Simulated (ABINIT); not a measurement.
ZrB: positron calculation (part 1 of 2)

The run: positron calculation of ZrB (Cmmm, 2 atoms in the cell). Method and program: Kohn-Sham DFT of a periodic cell, LDA-PZ, JTH PAW LDA v2.0, no spin polarisation (ABINIT 10.8.3).

The structure was built on a prototype by a generator; it need not be a known phase.

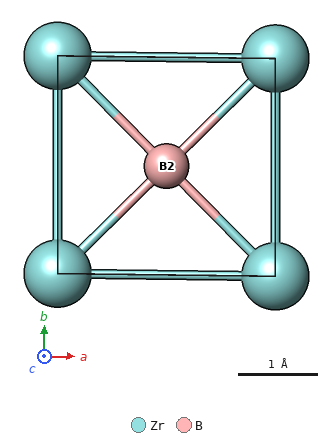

Figure 1. The structure (ball-and-stick view of the cell of the calculation, along the c axis; atoms are numbered from 1 in the order of the input). An atom can appear more than once, as a periodic image. Near neighbours in the periodic cell (some may lie outside the picture): Zr has 4 B at 1.96 to 1.99 Å and 4 Zr at 2.79 Å; B has 4 Zr at 1.96 to 1.99 Å.

**Input**
```
ndtset 2

pp_dirpath "./"
pseudos "Zr.LDA_PW-JTH.xml, B.LDA_PW-JTH.xml"

structure "poscar:POSCAR"
natom 2
chkprim 0
chksymtnons 0
tolsym 1.0e-6

ecut 435.382180 eV
pawecutdg 32.0
pawovlp 30

ixc 2

nstep 80

iomode 3
prteig 0
prtebands 0
prtwf 0

kptopt1 1
ngkpt1 7 7 5
nshiftk1 1
shiftk1 0.0 0.0 0.0
nband1 12
occopt1 3
tsmear1 0.05 eV
tolvrs1 1.0e-10
prtden1 1

positron2 1
ixcpositron2 11
getden2 1
kptopt2 0
nkpt2 1
kpt2 0.0 0.0 0.0
nband2 1
occopt2 2
occ2 1.0
posocc2 1.0
toldfe2 1.0e-7
nline2 10
nnsclo2 2
optforces2 0
optstress2 0
prtden2 0
```

**File POSCAR**
```
ZrB
1.0
    1.9614334600     -1.9857162700      0.0000000000
    1.9614334600      1.9857162700      0.0000000000
    0.0000000000      0.0000000000      4.0139456300
Zr B
1 1
Direct
    0.0000000000      0.0000000000      0.5000000000  Zr
    0.5000000000      0.5000000000      0.5000000000  B
```

Hardware: 1 thread of Arm Neoverse V1, 112 GiB of memory available, shared host.

Run as:
```bash
abinit run.abi > log 2>&1
```

**What the program printed**
```
.Version 10.8.3 of ABINIT
 DATASET    1 : space group Cm m m (# 65); Bravais oC (1-face-center ortho.)
================================================================================
 Values of the parameters that define the memory need for DATASET  1.
     intxc =       0    ionmov =       0      iscf =      17    lmnmax =      18
     lnmax =       6     mgfft =      30  mpssoang =       3    mqgrid =    3001
     natom =       2  nloc_mem =       2    nspden =       1   nspinor =       1
    nsppol =       1      nsym =       8    n1xccc =       1    ntypat =       2
    occopt =       3   xclevel =       1
       mpw =         654          nfft =       12000          nkpt =          48
 PAW method is used; the additional fine FFT grid is defined by:
   mgfftf=        40    nfftf =     36000
================================================================================
================================================================================

 DATASET    2 : space group Cm m m (# 65); Bravais oC (1-face-center ortho.)
================================================================================
 Values of the parameters that define the memory need for DATASET  2.
     intxc =       0    ionmov =       0      iscf =      17    lmnmax =      18
     lnmax =       6     mgfft =      30  mpssoang =       3    mqgrid =    3001
     natom =       2  nloc_mem =       2    nspden =       1   nspinor =       1
    nsppol =       1      nsym =       8    n1xccc =       1    ntypat =       2
    occopt =       2   xclevel =       1
       mpw =         335          nfft =       12000          nkpt =           1
 PAW method is used; the additional fine FFT grid is defined by:
   mgfftf=        40    nfftf =     36000
================================================================================
================================================================================

--------------------------------------------------------------------------------
------------- Echo of variables that govern the present computation ------------
--------------------------------------------------------------------------------
 -outvars: echo values of preprocessed input variables --------
            acell      1.0000000000E+00  1.0000000000E+00  1.0000000000E+00 Bohr
              amu      9.12240000E+01  1.08110000E+01
          chkprim           0
      chksymtnons           0
             ecut      1.60000000E+01 Hartree
           getden1          0
           getden2          1
              ixc           2
      ixcpositron1          1
      ixcpositron2         11
           jdtset        1    2
           kptopt1          1
           kptopt2          0
         kptrlatt        7    0    0      0    7    0      0    0    5
          kptrlen1     3.69210233E+01
          kptrlen2     3.00000000E+01
            natom           2
            nband1         12
            nband2          1
           ndtset           2
            ngfft          20      20      30
          ngfftdg          30      30      40
             nkpt1         48
             nkpt2          1
            nline1          4
            nline2         10
           nnsclo1          0
           nnsclo2          2
            nstep          80
             nsym           8
           ntypat           2
           occopt1          3
           occopt2          2
        optforces1          2
        optforces2          0
        optstress1          1
        optstress2          0
        pawecutdg      3.20000000E+01 Hartree
          pawovlp      3.0000000000E+01
         positron1          0
         positron2          1
           prtden1          1
           prtden2          0
        prtebands           0
           prteig           0
            prtwf           0
            rprim      3.7065720536E+00 -3.7524599141E+00  0.0000000000E+00
                       3.7065720536E+00  3.7524599141E+00  0.0000000000E+00
                       0.0000000000E+00  0.0000000000E+00  7.5852579250E+00
           shiftk1     0.00000000E+00  0.00000000E+00  0.00000000E+00
           shiftk2     5.00000000E-01  5.00000000E-01  5.00000000E-01
          spgroup          65
           toldfe1     0.00000000E+00 Hartree
           toldfe2     1.00000000E-07 Hartree
           tolsym      1.00000000E-06
           tolvrs1     1.00000000E-10
           tolvrs2     0.00000000E+00
           tsmear1     1.83746611E-03 Hartree
           tsmear2     1.00000000E-02 Hartree
            typat      1  2
           useylm           1
           xangst      0.0000000000E+00  0.0000000000E+00  2.0069728150E+00
                       1.9614334600E+00  0.0000000000E+00  2.0069728150E+00
            xcart      0.0000000000E+00  0.0000000000E+00  3.7926289625E+00
                       3.7065720536E+00  0.0000000000E+00  3.7926289625E+00
             xred      0.0000000000E+00  0.0000000000E+00  5.0000000000E-01
                       5.0000000000E-01  5.0000000000E-01  5.0000000000E-01
            znucl       40.00000    5.00000

================================================================================

 chkinp: Checking input parameters for consistency, jdtset=   1.

 chkinp: Checking input parameters for consistency, jdtset=   2.

================================================================================
== DATASET  1 ==================================================================

--- !DatasetInfo
iteration_state: {dtset: 1, }
dimensions: {natom: 2, nkpt: 48, mband: 12, nsppol: 1, nspinor: 1, nspden: 1, mpw: 654, }
cutoff_energies: {ecut:  16.0, pawecutdg:  32.0, }
electrons: {nelect:   1.50000000E+01, charge:   0.00000000E+00, occopt:   3.00000000E+00, tsmear:   1.83746611E-03, }
meta: {optdriver: 0, ionmov: 0, optcell: 0, iscf: 17, paral_kgb: 0, }
...

 Exchange-correlation functional for the present dataset will be:
  LDA: Perdew-Zunger-Ceperley-Alder - ixc=2
  J.P.Perdew and A.Zunger, PRB 23, 5048 (1981)

 Real(R)+Recip(G) space primitive vectors, cartesian coordinates (Bohr,Bohr^-1):
 R(1)=  3.7065721 -3.7524599  0.0000000  G(1)=  0.1348955 -0.1332459  0.0000000
 R(2)=  3.7065721  3.7524599  0.0000000  G(2)=  0.1348955  0.1332459  0.0000000
 R(3)=  0.0000000  0.0000000  7.5852579  G(3)=  0.0000000  0.0000000  0.1318347
 Unit cell volume ucvol=  2.1100311E+02 bohr^3
 Angles (23,13,12)=  9.00000000E+01  9.00000000E+01  9.07049568E+01 degrees

 Coarse grid specifications (used for wave-functions):

 getcut: wavevector=  0.0000  0.0000  0.0000  ngfft=  20  20  30
         ecut(hartree)=     16.000   => boxcut(ratio)=   2.10602

 Fine grid specifications (used for densities):

 getcut: wavevector=  0.0000  0.0000  0.0000  ngfft=  30  30  40
         ecut(hartree)=     32.000   => boxcut(ratio)=   2.07085

--- Pseudopotential description ------------------------------------------------
- pspini: atom type   1  psp file is ./Zr.LDA_PW-JTH.xml
 Pseudopotential format is: paw10
 basis_size (lnmax)=  6 (lmn_size= 18), orbitals=   0   0   1   1   2   2
 Spheres core radius: rc_sph= 2.22030268
 Shapefunction is BESSEL type: shapef(r,l)=aa(1,l)*jl(q(1,l)*r)+aa(2,l)*jl(q(2,l)*r)
 Radius for shape functions =  2.22030268
 Compensation charge density is not taken into account in XC energy/potential

- pspini: atom type   2  psp file is ./B.LDA_PW-JTH.xml
 Pseudopotential format is: paw10
 basis_size (lnmax)=  4 (lmn_size=  8), orbitals=   0   0   1   1
 Spheres core radius: rc_sph= 1.70616958
 Shapefunction is SIN type: shapef(r)=[sin(pi*r/rshp)/(pi*r/rshp)]**2
 Radius for shape functions =  1.40269776
 Compensation charge density is not taken into account in XC energy/potential

   2.92343690E+02                                ecore*ucvol(ha*bohr**3)
--------------------------------------------------------------------------------

================================================================================

--- !BeginCycle
iteration_state: {dtset: 1, }
solver: {iscf: 17, nstep: 80, nline: 4, wfoptalg: 10, }
tolerances: {tolvrs: 1.00E-10, }
...

     iter   Etot(hartree)      deltaE(h)  residm     nres2
 ETOT  1  -50.430567026091    -5.043E+01 3.940E-01 1.650E+01
 ETOT  2  -50.381801429768     4.877E-02 2.335E-02 1.665E+00
 ETOT  3  -50.372323817096     9.478E-03 1.413E-02 2.384E-01
 ETOT  4  -50.370288464255     2.035E-03 1.135E-02 1.038E-02
 ETOT  5  -50.370279554573     8.910E-06 8.619E-04 1.394E-03
 ETOT  6  -50.370271338011     8.217E-06 8.591E-04 7.865E-05
 ETOT  7  -50.370271649145    -3.111E-07 5.353E-04 2.567E-06
 ETOT  8  -50.370271657393    -8.248E-09 3.628E-04 5.085E-08
 ETOT  9  -50.370271657348     4.502E-11 2.401E-04 1.537E-09
 ETOT 10  -50.370271657357    -9.031E-12 9.008E-05 5.815E-11

 At SCF step   10       nres2   =  5.81E-11 < tolvrs=  1.00E-10 =>converged.

 Cartesian components of stress tensor (hartree/bohr^3)
  sigma(1 1)= -3.59951558E-03  sigma(3 2)=  0.00000000E+00
  sigma(2 2)= -3.49019590E-03  sigma(3 1)=  0.00000000E+00
  sigma(3 3)=  1.00934962E-04  sigma(2 1)=  0.00000000E+00

--- !ResultsGS
iteration_state: {dtset: 1, }
comment   : Summary of ground state results
lattice_vectors:
- [  3.7065721,  -3.7524599,   0.0000000, ]
- [  3.7065721,   3.7524599,   0.0000000, ]
- [  0.0000000,   0.0000000,   7.5852579, ]
lattice_lengths: [   5.27443,    5.27443,    7.58526, ]
lattice_angles: [ 90.000,  90.000,  90.705, ] # degrees, (23, 13, 12)
lattice_volume:   2.1100311E+02
convergence: {deltae: -9.031E-12, res2:  5.815E-11, residm:  9.008E-05, diffor: null, }
etotal    :  -5.03702717E+01
entropy   :   0.00000000E+00
fermie    :   3.18393098E-01
cartesian_stress_tensor: # hartree/bohr^3
- [ -3.59951558E-03,   0.00000000E+00,   0.00000000E+00, ]
- [  0.00000000E+00,  -3.49019590E-03,   0.00000000E+00, ]
- [  0.00000000E+00,   0.00000000E+00,   1.00934962E-04, ]
pressure_GPa:   6.8539E+01
xred      :
- [  0.0000E+00,   0.0000E+00,   5.0000E-01, Zr]
- [  5.0000E-01,   5.0000E-01,   5.0000E-01,  B]
cartesian_forces: # hartree/bohr
- [ -0.00000000E+00,  -0.00000000E+00,  -0.00000000E+00, ]
- [ -0.00000000E+00,  -0.00000000E+00,  -0.00000000E+00, ]
force_length_stats: {min:   0.00000000E+00, max:   0.00000000E+00, mean:   0.00000000E+00, }
...

 Integrated electronic density in atomic spheres:
 ------------------------------------------------
 Atom  Sphere_radius  Integrated_density
    1        2.22030          9.70427637
    2        1.70617          2.15799023

================================================================================

 ----iterations are completed or convergence reached----
```
